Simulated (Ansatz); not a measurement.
The coordinates of a crystal:

```
CELL_PARAMETERS angstrom
3.42090 0.00000 0.00000
0.00000 3.42090 0.00000
0.00000 0.00000 3.42090
ATOMIC_POSITIONS crystal
Sc 0.50000 0.50000 0.50000
Al 0.00000 0.00000 0.00000
```

Work out the structure from the coordinates.

Answer. The structure is one of ScAl. Space group: Pm-3m (No. 221). Lattice: primitive cubic. Structure type: caesium chloride (CsCl, B2) type. Counting shared atoms by their share gives 1 Sc, 1 Al, or 2 atoms. The Sc atoms are each bonded to eight Al in a cubic arrangement at 2.96 Å. The coordination shell of Al holds eight Sc in a cubic arrangement at 2.96 Å. The bonds build a three-dimensional framework.

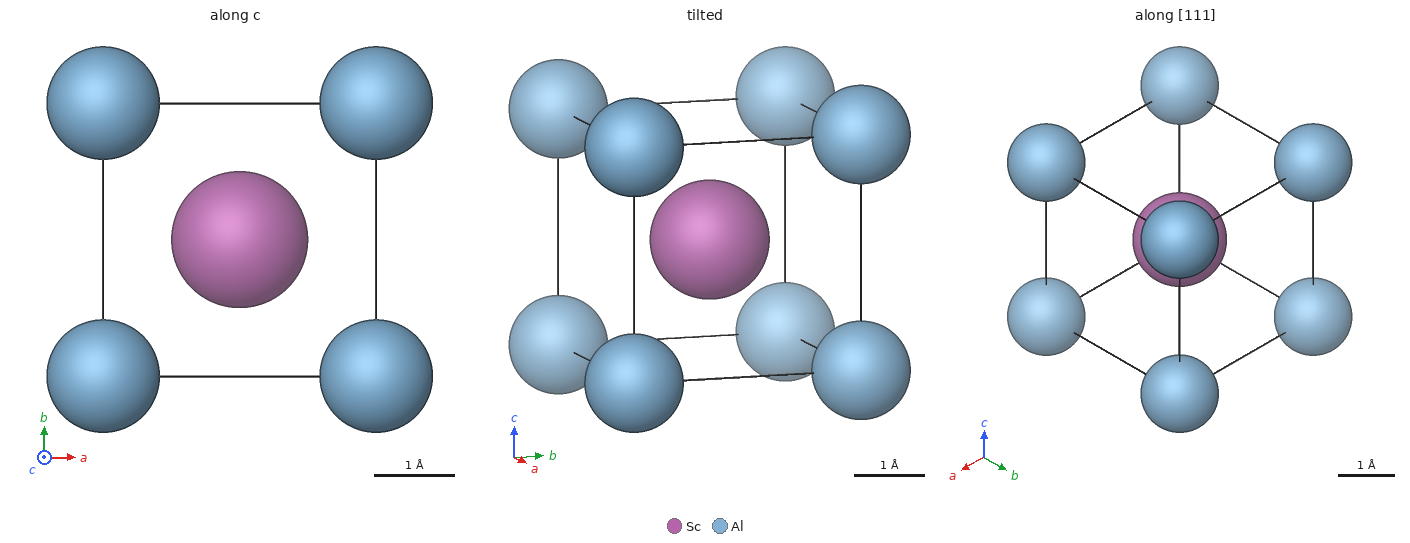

Spheres-only representation of a periodic structure, projected along the c axis, slightly off an axis and along [111]. The lines enclose the conventional unit cell; boundary atoms appear with their images.

The structure was taken from a structure listed in the Materials Project. The cell was then strained or its atoms displaced on purpose. Ansatz was used for an electronic-structure calculation on it.
